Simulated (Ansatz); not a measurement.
Here is a crystal structure:

```
CELL_PARAMETERS angstrom
2.86623 0.00000 0.00000
0.00000 2.86623 0.00000
0.00000 0.00000 13.92643
ATOMIC_POSITIONS crystal
Al 0.00000 0.00000 0.19014
Al 0.00000 0.00000 0.39725
Al 0.00000 0.00000 0.60275
Al 0.00000 0.00000 0.80986
Ni 0.50000 0.50000 0.90464
Ni 0.50000 0.50000 0.09536
Ni 0.50000 0.50000 0.29462
Ni 0.50000 0.50000 0.50000
Ni 0.50000 0.50000 0.70538
Ni 0.00000 0.00000 0.00000
```

Interpret the file: composition, symmetry and coordination.

Answer. The structure is one of Al$_{2}$Ni$_{3}$. Its lattice is primitive tetragonal, its space group P4/mmm (No. 123). Atoms per cell: 10 (4 Al, 6 Ni).

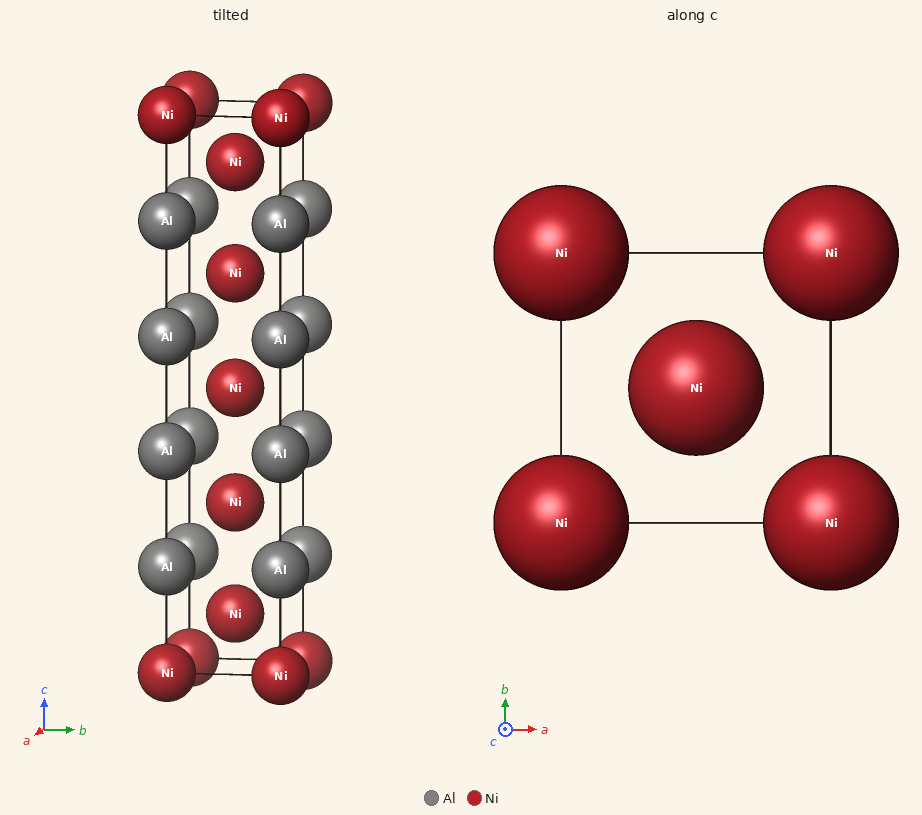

The image is a spheres-only drawing of a crystal, viewed slightly off an axis and along the c axis. The conventional unit cell is drawn as a box.

Its origin is a structure listed in the Materials Project. Earlier steps of the study, as a rule a relaxation of our own, may have changed the cell and positions, so they can lie some per cent off the listed ones. It was run through Ansatz as a DFT input.
